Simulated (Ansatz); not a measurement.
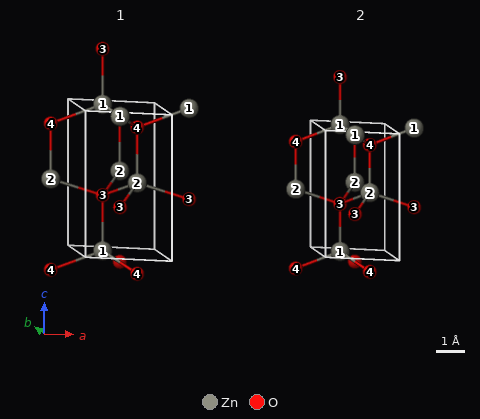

Two geometries of a crystal of ZnO (built on the wurtzite type), drawn at one scale. One is the start of a relaxation, the other its converged end. The picture is a ball-and-stick view of the cell of the calculation, seen slightly off an axis.

Level of theory: DFT, PBE, plane waves, PAW (Ansatz 0.2.0). Set-up: plane-wave cutoff 420 eV; k-point mesh 12 × 12 × 6; occupations fermi dirac; smearing width 0.02 eV; no spin polarisation; cell and atoms relaxed; force threshold 0.005 eV/Å.

**Which one is relaxed?**

Structure 1 is the relaxed one. The largest moves relative to the cell, 0.011 Å, are those of Zn1, Zn2, O3 and O4. Zn1 goes along −c. By element the largest moves are Zn 0.011 Å, O 0.011 Å. The volume changes by +57.6 %, with a = b 2.807 → 3.279 Å (+16.8 %), c 4.584 → 5.294 Å (+15.5 %). Near-neighbour distances that change, for instance: Zn1–O3 1.719 → 2.007 Å, Zn1–O4 1.719 → 1.999 Å. The space group stays P6_3mc (No. 186). The energy falls by 1498 meV per atom in 10 accepted moves (13 points after the start). Largest force component: 0.12 eV/Å at the start, 0.00012 eV/Å at the end. Pressure: 160.91 GPa at the start and 0.00 GPa at the end. The SCF was repeated 3 times at an unchanged geometry on a basis and grid sized afresh for the cell, which shifted the energy by 109 meV per atom at most.
